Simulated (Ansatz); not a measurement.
# Quasi-harmonic thermodynamics of SiC (Moissanite, P6_3mc), part 2 of 2

How much does SiC (Moissanite) expand with temperature?

Ansatz 0.2.0; DFT LDA, scalar-relativistic, plane waves, PAW; PAW set soft_1.

So far. Step 2 (Probe on a coarse mesh): The start is under -4.0 GPa at this level and looks like an insulator or semiconductor on this mesh. Step 5 (Relaxing to small residual forces and stress): The residual pressure is 9.0e-4 GPa, small enough for phonons. The relaxed cell has a = 3.056, c = 5.016 Å (conventional setting).

### Step 6. Phonons on strained cells

Thermal expansion follows from how the free energy of the vibrations (and of the electrons in a metal) changes with strain, so the program makes strained cells, their phonons and a fit in one run.

Contents of input.yaml:

```yaml
crystal:
  lattice:
    - [3.0564332321, 0.0, 0.0]
    - [-1.528216616, 2.646948824, 0.0]
    - [0.0, 0.0, 5.0159500505]
  atoms:
    - { symbol: Si, position: [0.3333333333, 0.6666666667, 0.0045921277] }
    - { symbol: Si, position: [0.6666666667, 0.3333333333, 0.5045921277] }
    - { symbol: C, position: [0.3333333333, 0.6666666667, 0.3804078723] }
    - { symbol: C, position: [0.6666666667, 0.3333333333, 0.8804078723] }
kpoints:
  mp_grid: { grid: [12, 12, 6] }
hamiltonian:
  xc: lda
  pseudopotentials: { kind: paw, azcp: { folder: soft_1 }, xc_functional: pbe }
scf:
  occupations: { method: fixed }
  lower_state_search: "off"
output:
  eigenvalues: true
phonons:
  method: dfpt
  qmesh: [3, 3, 2]
  temperatures: { t_max: 1200.0, t_step: 50 }
  thermal_expansion: {}
```

On the command line:

```console
$ ansatz run input.yaml --threads 18 --pin off --max-ram 92160MiB --backend cuda --events-out ev --progress --plain --runs-dir out --max-vram 78GiB
```

Numbers of over 12 decimals in the logs are rounded to 6 here.

The program printed:

```text
Warning: phonons: the dynamical matrix that this run interpolates holds no multipole term above the dipole-dipole one, and a site of this crystal is no centre of inversion, so its interpolated transverse optical and acoustic branches and sound speeds can stay off near Gamma, and the density of states and the thermodynamics with them. What a run solves at a wave vector of phonons.qpoints, Gamma apart, where the deck admits one, is free of this, and under fd what a larger phonons.supercell samples
[...]
Crystal: 4 atoms, lattice volume = 40.580 Å³
Basis set: ecut = 487.2 eV, 1003 PW (Γ), exchange–correlation on 48×48×80 points (8 copies of the dense FFT grid, shifted against one another)
Bands: 12, of which v1, the nominal top of the filled ones, is band 8 counted from 1 (7 counted from 0)
Symmetry: 12 space group operations
[...]
k-points: 76 of 864 (time reversal used)
[...]
SCF iter   1: F=—  HF=-1707.615149 eV  |F-HF|=—  |Δ(HF+E_count)|=         —  Δρ=1.42e-1  dr2=9.81e0  ethr=3.10e-3  ⟨swp⟩=4.3  Hψ=5350  notcnv=0  defer=135
[...]
SCF iter   2: F=—  HF=-1704.613692 eV  |F-HF|=—  |Δ(HF+E_count)|=    3.00e0  Δρ=5.00e-2  dr2=6.48e-1  ethr=3.10e-3  ⟨swp⟩=3.8  Hψ=2792  notcnv=0  defer=135
[...]
SCF iter   9: F=-1704.406169 eV  HF=-1704.406169 eV  |F-HF|=2.27e-13  |Δ(HF+E_count)|=  1.59e-12  Δρ=5.05e-8  dr2=8.62e-13  ethr=1.00e-12  ⟨swp⟩=7.8  Hψ=5963  notcnv=0
SCF 1 converged in 9 iterations: F = -1704.406169 eV  dr2 = 8.62e-13
[...]
relax step   1: F+E_penalty+E_count = -1704.40616935 eV  Δ(F+E_penalty+E_count) = +0.000e0 eV  max|allowed force component| = 6.765e-4 eV/Å  Δτ_max = 0.0000 Å  (9 SCF iters, accepted)
[...]
SCF iter   3: F=-1704.406169 eV  HF=-1704.406169 eV  |F-HF|=1.36e-12  |Δ(HF+E_count)|=  2.34e-11  Δρ=9.16e-8  dr2=1.50e-12  ethr=1.00e-12  ⟨swp⟩=4.9  Hψ=3228  notcnv=0
SCF 2 converged in 3 iterations: F = -1704.406169 eV  dr2 = 1.50e-12
relax step   2: F+E_penalty+E_count = -1704.40616936 eV  Δ(F+E_penalty+E_count) = -1.423e-8 eV  max|allowed force component| = 4.424e-4 eV/Å  Δτ_max = 0.0000 Å  (3 SCF iters, accepted)
[...]
SCF 3 converged in 3 iterations: F = -1704.406169 eV  dr2 = 5.92e-12
relax step   3: F+E_penalty+E_count = -1704.40616937 eV  Δ(F+E_penalty+E_count) = -1.064e-8 eV  max|allowed force component| = 2.456e-7 eV/Å  Δτ_max = 0.0000 Å  (3 SCF iters, accepted)
SCF converged after 3 iterations
[...]
thermal expansion: relaxation of cell 13
thermal expansion, relaxation of cell 13: device memory: the entry about to start is reckoned to put 1.4 GiB on a device that reports 147.1 GiB free (of which the cap on the GPU budget leaves the run 78.0 GiB)
thermal expansion: relaxation of cell 14
[...]
thermal expansion: relaxation of cell 15
[...]
thermal expansion: relaxation of cell 16
[...]
thermal expansion: phonons of cell 9
thermal expansion, phonons of cell 9: device memory: the entry about to start is reckoned to put 1.8 GiB on a device that reports 129.7 GiB free (of which the cap on the GPU budget leaves the run 78.0 GiB)
thermal expansion: phonons of cell 10
[...]
thermal expansion: phonons of cell 11
[...]
--- Relaxed structure (3 steps of the walk, 3 accepted, 0 SCFs on fresh bases) ---
  F+E_penalty+E_count = -1704.40616937 eV   max|allowed force component| = 2.456e-7 eV/Å
  atoms:
    - { symbol: Si, position: [0.333333, 0.666667, 0.00459579] }
    - { symbol: Si, position: [0.666667, 0.333333, 0.504596] }
    - { symbol: C, position: [0.333333, 0.666667, 0.380404] }
    - { symbol: C, position: [0.666667, 0.333333, 0.880404] }
--- Thermal expansion: 16 cells in 3 rounds, 0 GPa ---
  no lower state was looked for at cell 6: scf.lower_state_search: off
  without vibrations: a 3.05641, b 3.05641, c 5.01607 Å, V 40.5806 Å³, B 230.86 GPa
  at 0 K: a 3.06449, b 3.06449, c 5.02942 Å, V 40.9039 Å³, B 226.37 GPa
  zero-point expansion: a +0.264, b +0.264, c +0.266, V +0.797 %
      T/K        a/Å        b/Å        c/Å       V/Å³ | expansion of a, b, c, V (1e-6/K)   | that of V in the mean from 25 °C | C_P, C_V (J/mol K of the cell) | B_T, B_S (GPa)
     0.00    3.06449    3.06449    5.02942    40.9039 |    0.00    0.00    0.00    0.00 |    2.30 |     0.000     0.000 |   226.37   226.37
   150.00    3.06455    3.06455    5.02953    40.9065 |    0.53    0.53    0.57    1.63 |    4.21 |    21.003    21.001 |   226.22   226.24
   298.15    3.06518    3.06518    5.03061    40.9320 |    2.25    2.25    2.36    6.86 |       - |    54.015    53.937 |   225.15   225.47
   400.00    3.06604    3.06604    5.03208    40.9669 |    3.19    3.19    3.31    9.69 |    8.37 |    68.712    68.504 |   224.00   224.68
   550.00    3.06772    3.06772    5.03493    41.0351 |    4.04    4.04    4.17   12.25 |   10.00 |    81.247    80.794 |   222.05   223.29
   700.00    3.06970    3.06970    5.03828    41.1155 |    4.53    4.53    4.66   13.72 |   11.16 |    88.029    87.311 |   219.96   221.77
   850.00    3.07187    3.07187    5.04193    41.2033 |    4.84    4.84    4.97   14.65 |   12.01 |    92.043    91.056 |   217.81   220.17
  1000.00    3.07415    3.07415    5.04578    41.2961 |    5.06    5.06    5.19   15.30 |   12.67 |    94.628    93.372 |   215.63   218.53
  1150.00    3.07652    3.07652    5.04977    41.3925 |    5.22    5.22    5.36   15.80 |   13.21 |    96.418    94.892 |   213.42   216.86
  1200.00    3.07733    3.07733    5.05113    41.4254 |    5.27    5.27    5.41   15.94 |   13.37 |    96.900    95.282 |   212.68   216.29
  stiffness (GPa) against the strains that keep the symmetry, 3 along the crystal's axis
    without vibrations: C11 + C12 637.09, C13 59.79, C33 564.60
  the static fit leaves 0.001 meV an atom of the energies and, of the stresses, 0.000 GPa of each cell's largest along a strain (root mean squares over the cells), whose Pulay part it has at -0.029 GPa
  vibrations' free energy: its fit passes through its cells
  the electrons' free energy at temperature is not in it: every band gap is over 1.24 eV
  free energies summed between the sampled wave vectors
  estimated error of the fitted expansion in any direction: up to 0.131e-6/K, at 1200 K (an estimate, not a bound: it was exceeded on models of known expansion)
  by sums over the sampled wave vectors an expansion of the volume parts by up to 0.34e-6/K
  by a static energy of one degree less an expansion of the volume parts by up to 0.00e-6/K
  the FFT grids of the static calculations differ: 24 × 24 × 36, 24 × 24 × 40
  the FFT grids of the phonon calculations differ: 24 × 24 × 36, 24 × 24 × 40
  band gaps on the cells' k-points are 2.018 to 2.242 eV
```

Run time: 52 s. Hardware: 1 × NVIDIA GB200 with 18 threads of Arm Neoverse V2, shared host; peak memory 1.6 GiB.

This step gave:

```yaml
pressure: 0.003245 GPa
volume_expansion_coefficient_at_298_k: 6.865 1e-6/K
c_p_at_298_k: 13.50 J/mol-atom/K
entropy_at_298_k: 8.511 J/mol-atom/K
isothermal_bulk_modulus_at_298_k: 225.2 GPa
grueneisen_parameter_at_298_k: 0.7064
volume_at_298_k: 10.23 Å³/atom
principal_linear_expansion_coefficients_at_298_k: 2.254, 2.254, 2.357 1e-6/K
```

Strained cells of the study; zero-point energy where phonons were solved; the pressures are stresses at a fixed cutoff and can carry an offset from the finite basis. Expansion cells, by row:

```
cell  |a| (Å)  |b| (Å)  |c| (Å)  V (Å³/atom)  E - E_lowest (meV/atom)  pressure, compression positive (GPa)  gap (eV)  zero-point energy (meV/atom)
   1    3.056    3.056    5.016        10.14                        0                                -0.026     2.132                             -
   2    3.081    3.081    5.056        10.39                    4.112                                -5.294     2.175                             -
   3    3.032    3.032    4.976        9.905                    4.245                                 5.754     2.087                             -
   4    3.042    3.042    5.065        10.14                    2.323                                 0.033     2.018                             -
   5    3.071    3.071    4.967        10.14                    2.318                                -0.053     2.215                             -
   6    3.057    3.057    5.016        10.15                        0                                 -0.07     2.132                         110.9
   7    3.072    3.072    5.041         10.3                     1.66                                -3.423     2.159                         109.2
   8    3.049    3.049    5.041        10.15                    0.574                                -0.045     2.075                         110.9
   9    3.085    3.085    5.065        10.44                    5.784                                -6.227      2.18                         107.7
  10    3.079    3.079    5.016        10.29                    2.093                                -3.305     2.211                         109.3
  11    3.077    3.077     5.09        10.43                    6.287                                -6.149     2.127                         107.7
  12    3.026    3.026    4.966        9.848                    6.592                                 7.244     2.077                             -
  13    3.041    3.041    4.991        9.996                    1.614                                 3.483     2.104                             -
  14    3.099    3.099     5.09        10.59                    12.84                                -9.054     2.203                             -
  15    3.055    3.055    5.089        10.29                    3.715                                -3.063     2.047                             -
  16    3.086    3.086    4.992         10.3                    3.852                                -3.368     2.242                             -
```

Quasi-harmonic; a, b, c are the run's own cell vectors. Expansion, by row:

```
T (K)  a (Å)  b (Å)  c (Å)  alpha (deg)  beta (deg)  gamma (deg)  cell volume (Å³/cell)  alpha_a (1e-6/K)  alpha_b (1e-6/K)  alpha_c (1e-6/K)  alpha_V (1e-6/K)  C_P (J/mol-atom/K)  C_V (J/mol-atom/K)  S (J/mol-atom/K)  B_T (GPa)  B_S (GPa)  Grueneisen  extrapolation  fit error (1e-6/K)
    0  3.064  3.064  5.029           90          90          120                   40.9                 0                 0                 0                 0                   0                   0                 0      226.4      226.4           -              0                   0
   50  3.064  3.064  5.029           90          90          120                   40.9              0.01              0.01              0.02              0.05                0.26                0.26             0.074      226.4      226.4       0.252              0                   0
  100  3.064  3.064  5.029           90          90          120                   40.9              0.16              0.16              0.18              0.51               2.272               2.272             0.765      226.3      226.3       0.311              0                0.01
  150  3.065  3.065   5.03           90          90          120                  40.91              0.53              0.53              0.57              1.63               5.251                5.25             2.239      226.2      226.2       0.432              0                0.01
  200  3.065  3.065   5.03           90          90          120                  40.91              1.08              1.08              1.15               3.3               8.318               8.315             4.172        226      226.1       0.553              0                0.02
  250  3.065  3.065   5.03           90          90          120                  40.92              1.69              1.69              1.78              5.17               11.15               11.15             6.339      225.6      225.8       0.645              0                0.02
298.1  3.065  3.065  5.031           90          90          120                  40.93              2.25              2.25              2.36              6.86                13.5               13.48             8.511      225.2      225.5       0.706              0                0.03
  300  3.065  3.065  5.031           90          90          120                  40.93              2.27              2.27              2.38              6.93               13.59               13.57             8.595      225.1      225.5       0.708              0                0.03
  350  3.066  3.066  5.031           90          90          120                  40.95              2.78              2.78              2.89              8.44               15.58               15.54             10.84      224.6      225.1       0.752              0                0.03
  400  3.066  3.066  5.032           90          90          120                  40.97              3.19              3.19              3.31              9.69               17.18               17.13             13.03        224      224.7       0.782              0                0.03
  450  3.067  3.067  5.033           90          90          120                  40.99              3.53              3.53              3.65             10.72               18.46               18.39             15.13      223.4      224.2       0.803              0                0.03
  500  3.067  3.067  5.034           90          90          120                  41.01              3.81              3.81              3.93             11.56               19.48               19.39             17.13      222.7      223.8        0.82              0                0.04
  550  3.068  3.068  5.035           90          90          120                  41.04              4.04              4.04              4.17             12.25               20.31                20.2             19.03      222.1      223.3       0.832              0                0.04
  600  3.068  3.068  5.036           90          90          120                  41.06              4.23              4.23              4.36             12.83               20.99               20.85             20.83      221.4      222.8       0.842              0                0.05
  650  3.069  3.069  5.037           90          90          120                  41.09              4.39              4.39              4.52             13.31               21.54               21.39             22.53      220.7      222.3       0.849              0                0.05
  700   3.07   3.07  5.038           90          90          120                  41.12              4.53              4.53              4.66             13.72               22.01               21.83             24.14        220      221.8       0.856              0                0.06
  750   3.07   3.07  5.039           90          90          120                  41.14              4.65              4.65              4.78             14.07                22.4                22.2             25.68      219.2      221.2       0.861              0                0.07
  800  3.071  3.071  5.041           90          90          120                  41.17              4.75              4.75              4.88             14.38               22.73                22.5             27.13      218.5      220.7       0.866              0                0.07
  850  3.072  3.072  5.042           90          90          120                   41.2              4.84              4.84              4.97             14.65               23.01               22.76             28.52      217.8      220.2        0.87              0                0.08
  900  3.073  3.073  5.043           90          90          120                  41.23              4.92              4.92              5.05             14.89               23.26               22.99             29.84      217.1      219.6       0.873              0                0.09
  950  3.073  3.073  5.044           90          90          120                  41.26              4.99              4.99              5.12             15.11               23.47               23.18              31.1      216.4      219.1       0.876              0                0.09
 1000  3.074  3.074  5.046           90          90          120                   41.3              5.06              5.06              5.19              15.3               23.66               23.34             32.31      215.6      218.5       0.879              0                 0.1
 1050  3.075  3.075  5.047           90          90          120                  41.33              5.11              5.11              5.25             15.48               23.82               23.49             33.47      214.9        218       0.881              0                0.11
 1100  3.076  3.076  5.048           90          90          120                  41.36              5.17              5.17              5.31             15.64               23.97               23.61             34.58      214.2      217.4       0.884              0                0.12
 1150  3.077  3.077   5.05           90          90          120                  41.39              5.22              5.22              5.36              15.8               24.11               23.72             35.65      213.4      216.9       0.886              0                0.12
 1200  3.077  3.077  5.051           90          90          120                  41.43              5.27              5.27              5.41             15.94               24.23               23.82             36.68      212.7      216.3       0.888              0                0.13
```

Table of expansion coefficient by temperature; values in 1e-6/K:

```
temperature (K)  volume  principal 1  principal 3
              0       0            0            0
            100    0.51         0.16         0.18
            200     3.3         1.08         1.15
            298    6.86         2.25         2.36
            350    8.44         2.78         2.89
            450    10.7         3.53         3.65
            550    12.2         4.04         4.17
            600    12.8         4.23         4.36
            700    13.7         4.53         4.66
            800    14.4         4.75         4.88
            900    14.9         4.92         5.05
           1000    15.3         5.06         5.19
           1100    15.6         5.17         5.31
           1200    15.9         5.27         5.41
```

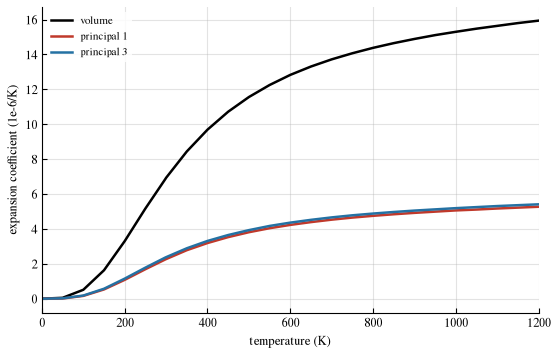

Expansion coefficient, plotted against temperature.

At 298 K the volume expansion is 6.86 × 10⁻⁶/K and B_T is 225 GPa. The program raised the cutoff to 487.2 eV by itself: with no cutoff typed, the study takes about 1.16 times the default for its relaxations and scales it with the volume for the phonons.

### Step 7. Results

| Quantity | Value |
| --- | --- |
| settings of these figures | LDA, 487.2 eV, k 12×12×6, q 3×3×2 |
| volume expansion coefficient at 298 K | 6.865 1e-6/K |
| C_P at 298 K | 13.50 J/mol-atom/K |
| entropy at 298 K | 8.511 J/mol-atom/K |
| isothermal bulk modulus at 298 K | 225.2 GPa |
| Grüneisen parameter at 298 K | 0.7064 |
| volume at 298 K | 10.23 Å³/atom |
| principal linear expansion coefficients at 298 K | 2.254, 2.254, 2.357 1e-6/K |

What this shows: Near room temperature SiC (Moissanite) expands by 6.86 × 10⁻⁶/K in volume by LDA, with C_P = 13.5 J/(mol K) per mole of atoms and B_T = 225 GPa. C_P at room temperature is 54 % of the classical 3R an atom, so the stiffest modes are still partly frozen out. The interpolation has no quadrupole term, so branches near the zone centre are less sure, since this crystal has sites that are not centres of inversion. The PAW files were made for PBE and are used here under another functional, for which the program regenerates the frozen cores.

[Logs are printed without paths, hosts, clocks, repeated set-up lines and the standing remarks that a program may print on its own settings, such as how far it seeks lower states.]

[Hosts, paths, dates, database ids (printed as entryN), source tags and the programs' standing remarks are cut or masked in the printed files.]

[A step with changed settings may run another functional than the one named; its input shows which.]
